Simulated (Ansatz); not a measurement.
Structure of Si:

```
Si
1.0
     3.20378    0.00000    0.00000
     0.00000    3.20378    0.00000
     0.00000    0.00000    3.20378
Si
2
Direct
  0.00000 0.00000 0.00000
  0.50000 0.50000 0.50000
```

It is based on the end point of a relaxation with Ansatz 0.2.0, DFT, BLYP, plane waves (420 eV) with PAW, scalar-relativistic; the starting structure was generated, so it need not be a known form of this composition.

Q: Which powder rings are expected with λ = 0.2066 Å and a flat detector at 470 mm? List the innermost 4, leaving out those under 3 % of the strongest.

A:
```tsv
ring	radius	2θ (°)	d (Å)	hkl
1	43.0 mm	5.23	2.27	110
2	61.0 mm	7.39	1.602	200
3	74.9 mm	9.06	1.308	211
4	86.8 mm	10.47	1.133	220
```

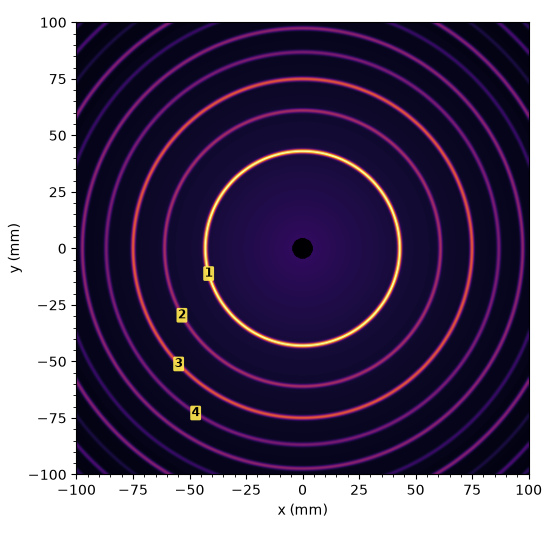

Simulated X-ray powder rings on a flat area detector normal to the beam: λ = 0.2066 Å, sample-to-detector distance 470 mm, axes in mm from the beam centre, for a fine-grained powder without texture. Kinematic intensities with B = 0.8 Å² for all atoms, without absorption; brightness goes as intensity to the power 0.5, clipped at the top. Reflections closer than the ring width show as one ring. The numbers mark the rings of the table.
